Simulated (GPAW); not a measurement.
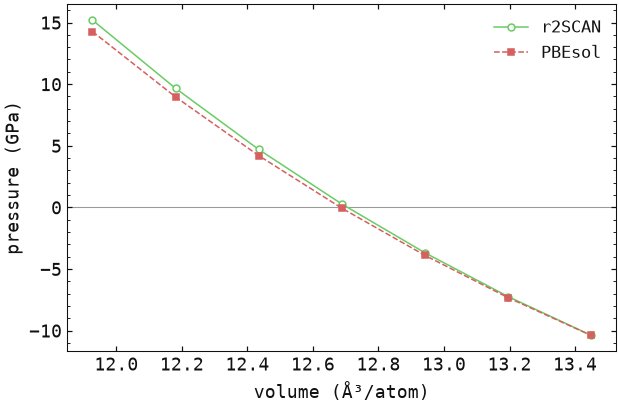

The picture above shows the pressure against volume, with one curve for each functional, for KTaO₃ (space group Pm-3m).

Computed with GPAW 26.7.0: PAW DFT in plane waves, on a grid or in atomic orbitals, no spin polarisation; energies at scaled volumes of the given cell, shape and fractions fixed, counted from the fit's minimum, third-order Birch-Murnaghan fit. All runs: no spin polarisation.

| setting | value |
| --- | --- |
| k mesh | 7×7×7 |
| occupations | Fermi–Dirac |
| smearing width | 0.05 eV |
| wave cutoff | 800 eV |

Settings that differ: r2SCAN: potentials GPAW-PAW-data-sets-(gpaw-data-1.2.1); PBEsol: potentials PAW-data-sets-made-by gpaw-setup-for-the-functional.

Tabulate the plotted points.

r2SCAN:
```csv
volume (Å³/atom),pressure (GPa)
11.93,15.20
12.18,9.66
12.43,4.70
12.69,0.27
12.94,-3.69
13.20,-7.24
13.45,-10.39
```

PBEsol:
```csv
volume (Å³/atom),pressure (GPa)
11.93,14.27
12.18,8.96
12.43,4.20
12.69,-0.07
12.94,-3.90
13.20,-7.33
13.45,-10.40
```
